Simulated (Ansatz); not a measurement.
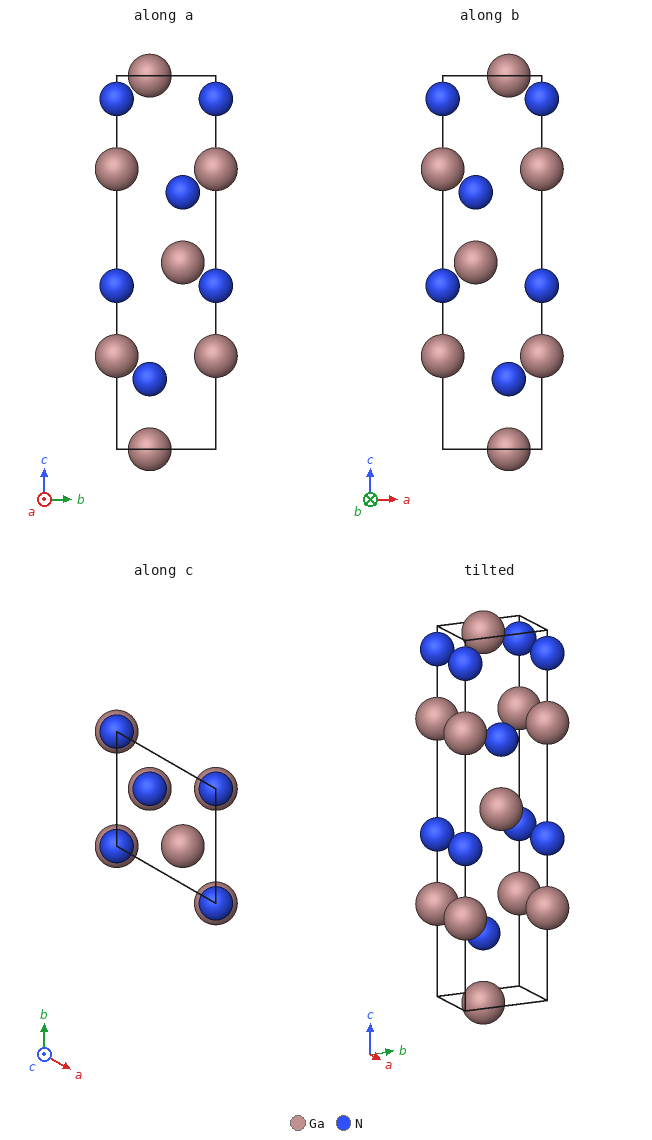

Shown here is a spheres-only view of the crystal, taken along the a axis, along the b axis, along the c axis and slightly off an axis. The conventional unit cell is drawn as a box.

Lattice parameters: a = 3.1814 Å, b = 3.1814 Å, c = 10.3791 Å, α = 90.000°, β = 90.000°, γ = 120.000°.

Set out the cell and atoms as a CIF with its space group and independent sites, with free fractional coordinates to two decimals.

Answer.
```cif
data_structure
_symmetry_space_group_name_H-M 'P 63 m c'
_symmetry_Int_Tables_number 186
_cell_length_a 3.1814
_cell_length_b 3.1814
_cell_length_c 10.3791
_cell_angle_alpha 90.000
_cell_angle_beta 90.000
_cell_angle_gamma 120.000
_cell_volume 90.98
loop_
_atom_site_label
_atom_site_type_symbol
_atom_site_symmetry_multiplicity
_atom_site_Wyckoff_symbol
_atom_site_fract_x
_atom_site_fract_y
_atom_site_fract_z
_atom_site_occupancy
Ga1 Ga 2 b 0.6667 0.3333 0.00 1
N1 N 2 b 0.6667 0.3333 0.19 1
Ga2 Ga 2 a 0.00 0.00 0.25 1
N2 N 2 a 0.00 0.00 0.44 1
```

The cell started as a structure type filled with these elements by a generator (whether the compound takes this form wasn't checked). The picture shows the end point of a geometry optimisation with Ansatz 0.2.0, DFT PBEsol, scalar-relativistic, plane waves, PAW.
